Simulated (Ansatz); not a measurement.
**Single-point calculation, with input and output: Ru**

- system: Ru (Pm-3m, 1 atom in the cell)
- method: DFT, PBE, PAW with Ansatz's default frozen-core files, scalar-relativistic, no spin polarisation (Ansatz 0.2.0)

Its volume is 0.50 times that of the source entry. It belongs to a series of runs on one base structure; here: volume scaled by 0.5, PAW files.

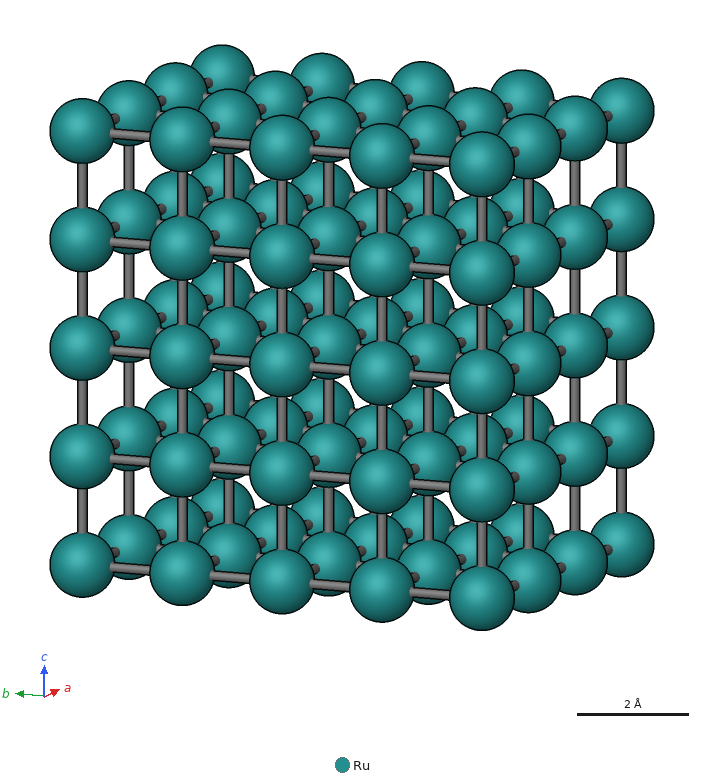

Fig. 1: The structure as given in the input (ball-and-stick view of the cell of the calculation, repeated 3 × 4 × 4, seen at an oblique angle).

Summary

```tsv
quantity	value
outcome	converged
space group (tolerance 0.01 Å)	Pm-3m (221)
electrons treated	16
free energy	−5867.9078 eV
Fermi energy	44.229 eV
pressure	735.28 GPa
largest force (length of the vector)	under 0.001 eV/Å
hardware	1 thread of Arm Neoverse V1, 24 GiB of memory available, shared host
wall time	1.6 s
peak memory	0.26 GiB
```

The cell is under a pressure of 735 GPa at this level, so it is not at its equilibrium volume.

The input
```yaml
crystal:
  lattice:
    - [1.9938696304, 0.0, 0.0]
    - [0.0, 1.9938696304, 0.0]
    - [0.0, 0.0, 1.9938696304]
  atoms:
    - { symbol: Ru, position: [0.0, 0.0, 0.0] }
kpoints:
  mp_grid: { grid: [15, 15, 15] }
scf:
  occupations: { method: fermi_dirac, width: 0.1 }
hamiltonian:
  xc: pbe
  pseudopotentials: { kind: paw }
output:
  forces: true
  stress: true
  eigenvalues: true
  populations: true
  write_density: true
  write_potential: true
  elf: true
  volumetric_format: npy
```

Run as:
```bash
ansatz run input.yaml --threads 1 --pin off --max-ram 2048MiB --backend cpu --events-out ev --progress --plain --runs-dir out
```

Output
```
Engine: ansatz 0.2.0, aarch64-unknown-linux-gnu
Pseudopotentials: kind: paw
Pseudopotential: Ru, paw, valence charge 16, recommended cutoff 420 eV (normal), Ru.paw.azcp
Functional definition: PBE
  parameter kappa = 0.804
  parameter beta = 0.06672455060314922
  exchange = pbe_x(kappa = kappa, mu = beta*pi^2/3)
  correlation = pbe_c(beta = beta)
Crystal: 1 atoms, lattice volume = 7.927 Å³
Basis set: ecut = 420 eV, 171 PW (Γ), exchange–correlation on 30×30×30 points (8 copies of the dense FFT grid, shifted against one another)
Bands: 12, of which v1, the nominal top of the filled ones, is band 8 counted from 1 (7 counted from 0)
Symmetry: 48 space group operations
Space group: Pm-3m (ITA 221), of the structure as read, at distance tolerance 2.0e-5 Å
k-points: 120 of 3375
Non-local potential: Ru, projectors of the file, l = 0: 3, l = 1: 2, l = 2: 2, l = 3: 1
PAW form: soft (Blöchl's): semilocal exchange-correlation on the pseudo side does not see the compensation charge
PAW one-centre angular grid: Ru, 590 points (default); XC on 64 Gauss nodes
Initial density: superposition of atomic densities (neutral atoms: chi_scale 0, normalization atom), corrected by the library's trained network
Initial wavefunctions: pseudopotential atomic-orbital guess
Functional: x = pbe(κ = 0.804, μ = 0.2195149727645171), c = pbe(β = 0.06672455060314922)
SCF iter   1: F=—  HF=-5867.921021 eV  |F-HF|=—  |Δ(HF+E_count)|=         —  Δρ=3.81e-2  dr2=3.42e-2  ethr=1.77e-3  ⟨swp⟩=5.1  Hψ=8660  notcnv=0
preconditioner: auto → none  [metal: Δε(μ)=0.061 eV  Ē_g=18.545 eV  σ=0.100 eV  W_gap=0.15  n_scr=0 (ndim 8)  ℏωp=37.3 eV  f_vac=0.000  D(μ)=0.41/eV (n_scr^D=0)]
SCF iter   2: F=—  HF=-5867.922472 eV  |F-HF|=—  |Δ(HF+E_count)|=   1.45e-3  Δρ=1.89e-2  dr2=6.73e-3  ethr=2.14e-4  ⟨swp⟩=2.0  Hψ=2531  notcnv=0
SCF iter   3: F=—  HF=-5867.907763 eV  |F-HF|=—  |Δ(HF+E_count)|=   1.47e-2  Δρ=3.58e-3  dr2=4.62e-4  ethr=4.21e-5  ⟨swp⟩=3.0  Hψ=2427  notcnv=0
SCF iter   4: F=—  HF=-5867.907612 eV  |F-HF|=—  |Δ(HF+E_count)|=   1.51e-4  Δρ=9.29e-4  dr2=1.29e-5  ethr=2.89e-6  ⟨swp⟩=2.0  Hψ=2378  notcnv=0
SCF iter   5: F=—  HF=-5867.907770 eV  |F-HF|=—  |Δ(HF+E_count)|=   1.58e-4  Δρ=5.87e-5  dr2=1.34e-7  ethr=8.08e-8  ⟨swp⟩=2.3  Hψ=2104  notcnv=0
SCF iter   6: F=-5867.907770 eV  HF=-5867.907770 eV  |F-HF|=1.48e-9  |Δ(HF+E_count)|=   5.93e-8  Δρ=6.43e-6  dr2=2.22e-9  ethr=6.25e-10  ⟨swp⟩=10.1  Hψ=10081  notcnv=0
SCF 1 converged in 6 iterations: F = -5867.907770 eV  dr2 = 2.22e-9
  greatest PAW one-centre occupation: 1.014 electrons in one spin orbital (limit 2), on the Ru atom at site 0 (counted from 0), in its partial waves of l = 1
```

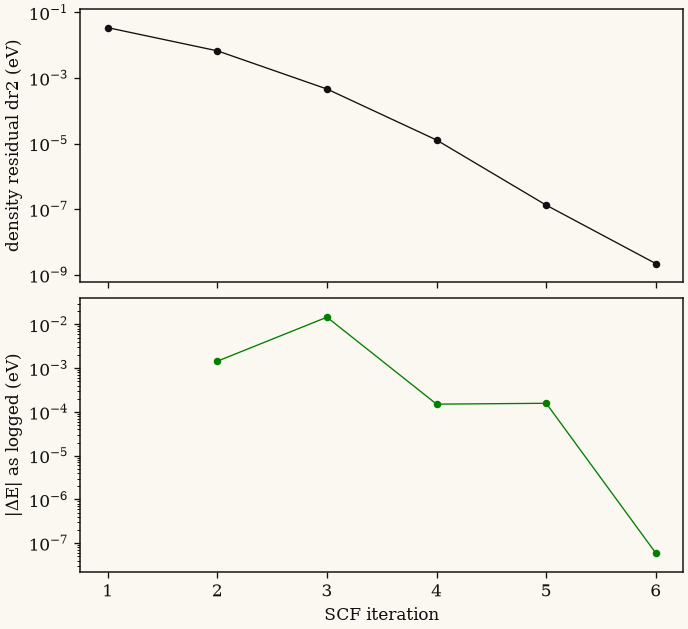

Fig. 2: Convergence of the self-consistent field: density residual dr2 and size of the energy change against the SCF iteration. The residual falls at every step.

```
SCF converged after 6 iterations
Free energy (F): -5867.907770 eV
Harris-Foulkes:  -5867.907770 eV  (|F-HF|=1.48e-9)
Internal energy: -5867.894026 eV  (E = F + TS)
E sigma→0 (E₀):  -5867.900898 eV
Entropy (-TS):   -0.013744 eV (-13.744 meV/atom)
Fermi energy:    44.228688 eV
--- Per-component energies (eV) ---
  E_band       = 227.979344
  E_kinetic    = 563.359464
  E_local      = -790.538211  (includes V_loc(G=0)·N_el)
  E_nonlocal   = 363.904306
  E_hartree    = 290.380718
  E_xc         = -201.723836
  E_vxc        = -254.380938  (∫ρ·V_xc dr)
  E_paw        = -3470.447887  (= ΣΔE_a)
  E_vpaw       = -235.125353  (= ΣTr[D̂ρ^β])
  E_aug_tail   = -0.000145  (compensation charges beyond the density's cutoff)
  E_ewald      = -2622.828434
  E_smearing   = -0.013744  (= −TS)
  E_closure    = 0.000000  (closes the sum)
  Σ components = -5867.907770   (vs F -5867.907770, Δ=0.00e0)
--- Forces (eV/Å), atoms counted from 1 ---
  atom   1  Ru    -0.00000000     0.00000000     0.00000000
  max |Σ_I F_I| component: 2.47e-32 eV/Å
--- Stress (GPa, compression-positive) ---
      735.282433       0.000000       0.000000
        0.000000     735.282433       0.000000
        0.000000       0.000000     735.282433
  P = ⅓ Tr σ = 735.2824 GPa (7352.824 kbar)
--- Band table (eV; the first three rows and the last of 120) ---
  k-point 0: bands = ["-32.9618", "1.2348", "1.2348", "1.2348", "31.0367", "31.0367", "33.4247", "48.6387", "48.6387", "48.6387", "66.1632", "66.1632"]
  k-point 1: bands = ["-32.9064", "0.8698", "1.2657", "1.2657", "31.1089", "31.4724", "33.7378", "48.1317", "48.1317", "48.6744", "65.1242", "66.7219"]
  k-point 2: bands = ["-32.7473", "-0.1117", "1.3533", "1.3533", "31.3170", "32.4180", "34.8921", "46.8513", "46.8513", "48.7764", "62.8401", "68.0719"]
  k-point 119: bands = ["-28.8815", "-3.3251", "-3.3240", "-3.3240", "31.4521", "31.5694", "31.5694", "48.7832", "54.0594", "54.0594", "68.8594", "70.0871"]
--- Löwdin populations: 1 site ---
  site symbol       q [e]
     0     Ru     15.9252
  spilling = 0.004677 (of n_electrons = 16.000000)
```

File populations.tsv
```
# site	symbol	l	j	q
# orbitals = lowdin
# n_electrons = 16.000000
# spilling = 0.004677
0	Ru	0_4S	-	1.875085
0	Ru	0_5S	-	0.565497
0	Ru	1_4P	-	5.944712
0	Ru	2_4D	-	7.539873
```

File rho_z.tsv
```
# z_ang	rho[e/angstrom^3]
# format = ansatz-planar-average/11
# lattice	1.993869630	0.000000000	0.000000000
# lattice	0.000000000	1.993869630	0.000000000
# lattice	0.000000000	0.000000000	1.993869630
# sites	1
# site	44	0.000000000	0.000000000	0.000000000
0.000000	3.592061e0
0.132925	3.444523e0
0.265849	3.024215e0
0.398774	2.409582e0
0.531699	1.746205e0
0.664623	1.191575e0
0.797548	8.385607e-1
0.930472	6.880921e-1
1.063397	6.880921e-1
1.196322	8.385607e-1
1.329246	1.191575e0
1.462171	1.746205e0
1.595096	2.409582e0
1.728020	3.024215e0
1.860945	3.444523e0
```

File v_z.tsv
```
# z_ang	v_es[eV]	v_tot[eV]
# format = ansatz-planar-average/11
# xc	pbe
# density_cutoff_ev	1680
# datasets	Ru=:simpson_from_first_knot:soft
# lattice	1.993869630	0.000000000	0.000000000
# lattice	0.000000000	1.993869630	0.000000000
# lattice	0.000000000	0.000000000	1.993869630
# sites	1
# site	44	0.000000000	0.000000000	0.000000000
0.000000	-3.937521e0	-2.428746e1
0.132925	-2.299025e0	-2.242423e1
0.265849	2.343942e0	-1.714461e1
0.398774	9.220878e0	-9.170325e0
0.531699	1.720524e1	2.290912e-1
0.664623	2.484900e1	9.379829e0
0.797548	3.064725e1	1.641940e1
0.930472	3.357316e1	1.983770e1
1.063397	3.357316e1	1.983770e1
1.196322	3.064725e1	1.641940e1
1.329246	2.484900e1	9.379829e0
1.462171	1.720524e1	2.290912e-1
1.595096	9.220878e0	-9.170325e0
1.728020	2.343942e0	-1.714461e1
1.860945	-2.299025e0	-2.242423e1
```

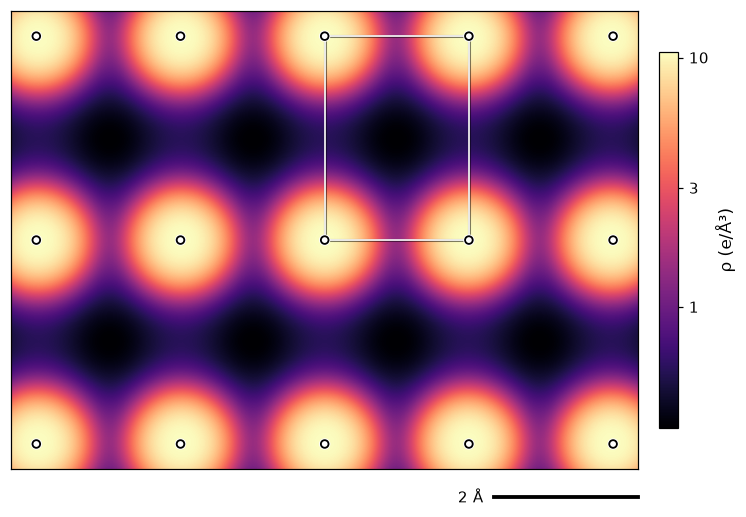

Fig. 3: Valence pseudo-density on the (011) plane of the conventional cell. Circles mark the nuclei in the plane (Ru). The plane passes through Ru nuclei. Ru–Ru (1.99 Å): ρ at the midpoint is about 1.4 e/Å³. Away from the nuclei the density in this plane falls to 0.33 e/Å³ at its lowest. Core electrons are frozen (PAW), so the fields are smoothed inside the atomic spheres.
